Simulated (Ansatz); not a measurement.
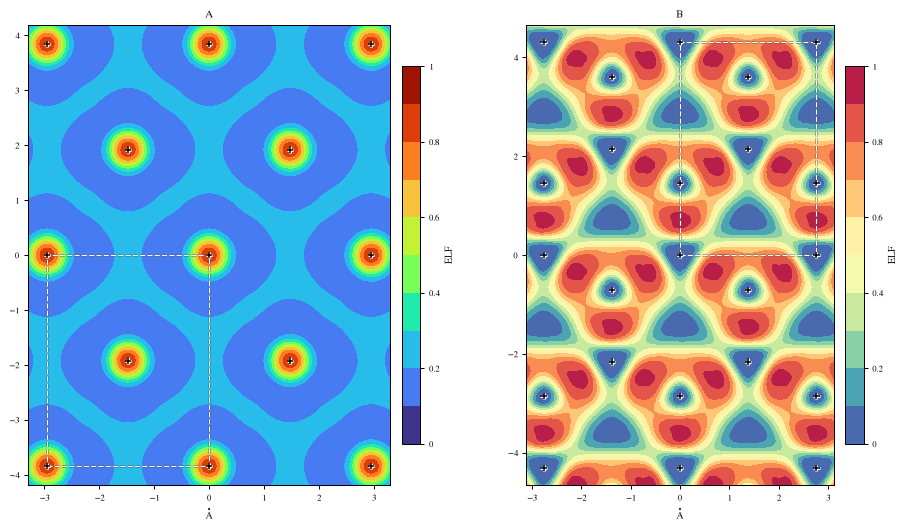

The electron localisation function of 2 systems, each on a plane through atoms (crosses mark nuclei in the plane).

Theory: DFT LDA, scalar-relativistic, plane waves, PAW (Ansatz 0.2.0).

System 1: Cu, the (011) plane of the conventional cell. Space group I4/mmm; a structure from a database of computed crystals, not necessarily the ambient phase; computed pressure about 5 GPa in this cell; computed without spin polarisation; PAW files of the earlier set (soft_1).

System 2: BN, the (001) plane of the conventional cell. Space group Cmcm; changed on purpose from its base cell (normal strain along x +0.1100, normal strain along z -0.0733); computed pressure about −31 GPa in this cell; PAW files of the earlier set (soft_1).

```
CELL_PARAMETERS angstrom
2.76207 0.00000 0.00000
0.00000 4.30995 0.00000
0.00000 0.00000 6.01917
ATOMIC_POSITIONS crystal
B 0.00000 0.35553 0.25000
B 0.50000 0.85553 0.25000
B 0.50000 0.14447 0.75000
B 0.00000 0.64447 0.75000
N 0.00000 0.30733 0.75000
N 0.50000 0.80733 0.75000
N 0.50000 0.19267 0.25000
N 0.00000 0.69267 0.25000
```

Match each panel to its system.

Panel A is system 1, Cu: the plane holds Cu. Cu–Cu (2.42 Å): the ELF is about 0.20 at the midpoint; no localised pair shows between them. Panel B is system 2, BN: the plane holds B and N. B–N (1.45 Å): the ELF peaks at about 0.95 between the atoms; a shared but strongly polarised pair.
